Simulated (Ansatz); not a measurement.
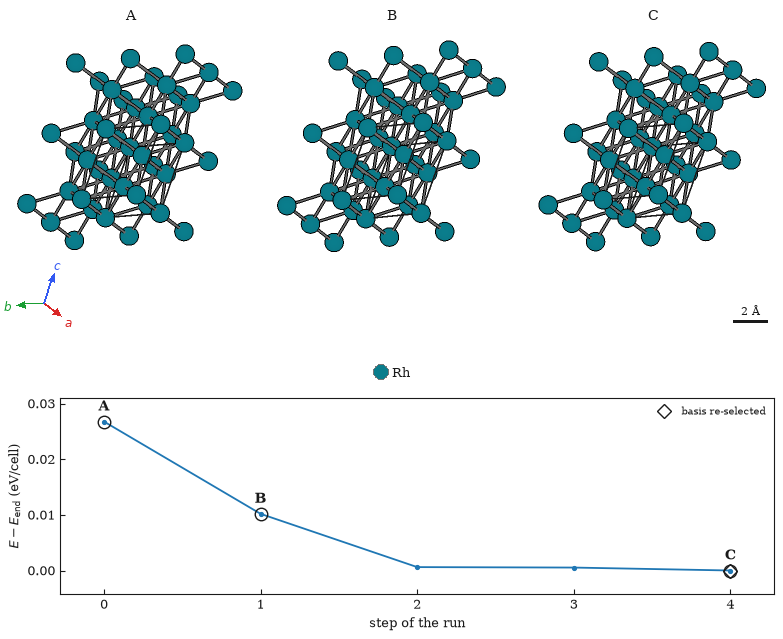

Frames of a relaxation of solid Rh (set up in C2/m), marked on the history of the run. A ball-and-stick model of the reduced cell, repeated 2 × 2 × 2 with one cell outlined, seen from a free direction. Lengths and directions refer to the drawn axes.

Case: film's bulk on the substrate's plane, third vector and atoms relaxed.

Level of theory: DFT PBE, scalar-relativistic, plane waves, PAW in Ansatz 0.2.0. Set-up: plane-wave cutoff 420 eV; k-point mesh 5 × 4 × 44; occupations gaussian; smearing width 0.1 eV; no spin polarisation; cell relaxed at fixed a, b, gamma; force threshold 0.01 eV/Å; at most 50 steps.

> What happens along the run?

The atoms keep their places relative to the cell (all moves are under 0.005 Å). The drawn cell changes as follows: a 2.777 → 2.773 Å (−0.1 %), b 3.909 → 3.932 Å (+0.6 %), c 4.519 → 4.605 Å (+1.9 %), α 112.7° → 113.4°, β 105.7° → 105.5°, γ 90.7° → 90.6°; the volume changes by +1.9 %. Near-neighbour distances that change, for instance: Rh–Rh 2.658 → 2.694 Å, Rh–Rh 2.730 → 2.762 Å, Rh–Rh 2.777 → 2.772 Å. The space group stays C2/m (No. 12). Over 3 accepted moves (4 points after the start) the energy falls by 26.8 meV per cell of the calculation. All forces vanish by symmetry, so only the cell relaxes. Pressure: −4.65 GPa at the start and −9.38 GPa at the end. The SCF was repeated once at an unchanged geometry on a basis and grid sized afresh for the cell, which shifted the energy by 0.5 meV per cell of the calculation at most. The run took 27 s on 8 threads of Arm Neoverse V2, with other jobs on the host, peak memory 0.75 GiB. From step 0 to 1: volume +3.1 %, energy −16.6 meV per cell of the calculation. From step 1 to 4: volume −1.2 %, energy −10.2 meV per cell of the calculation.

```tsv
step	E − E(0), meV/atom	pressure, GPa	volume, Å³/atom	note
0	0.00	-4.65	14.397	
1	-5.53	-11.99	14.843	
2	-8.71	-9.59	14.682	
3	-8.74	-9.38	14.669	
4	-8.92	-9.38	14.669	same geometry, new basis
```
